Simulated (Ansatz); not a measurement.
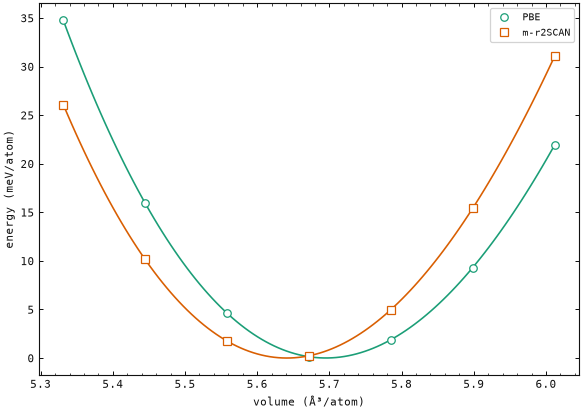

Plotted: energy against volume, with one curve for each functional, for C (space group Fd-3m).

How it was computed, with Ansatz 0.2.0: plane-wave DFT, no spin polarisation; energies at scaled volumes of the given cell, shape and fractions fixed, counted from the fit's minimum, third-order Birch-Murnaghan fit. All runs: no spin polarisation.

- k mesh: 13×13×13
- occupations: Fermi–Dirac
- smearing width: 0.05 eV

Settings that differ: PBE: density cutoff 1680 eV, wave cutoff 420 eV, potentials Ansatz-PAW-small-core; m-r2SCAN: density cutoff 2000 eV, wave cutoff 500 eV, potentials Ansatz PAW.

Q: Order the curves by fitted equilibrium volume, smallest first.

A: M-r2SCAN 5.641, PBE 5.695 Å³/atom.

Q: Order the curves by fitted bulk modulus, smallest first.

A: PBE 433.2, m-r2SCAN 450.6 GPa.

The computed values:

PBE:
| volume (Å³/atom) | energy (meV/atom) |
| --- | --- |
| 5.3315 | 34.77 |
| 5.4450 | 15.92 |
| 5.5584 | 4.63 |
| 5.6718 | 0.12 |
| 5.7853 | 1.88 |
| 5.8987 | 9.30 |
| 6.0122 | 21.92 |

m-r2SCAN:
| volume (Å³/atom) | energy (meV/atom) |
| --- | --- |
| 5.3315 | 26.08 |
| 5.4450 | 10.14 |
| 5.5584 | 1.75 |
| 5.6718 | 0.23 |
| 5.7853 | 4.98 |
| 5.8987 | 15.42 |
| 6.0122 | 31.06 |
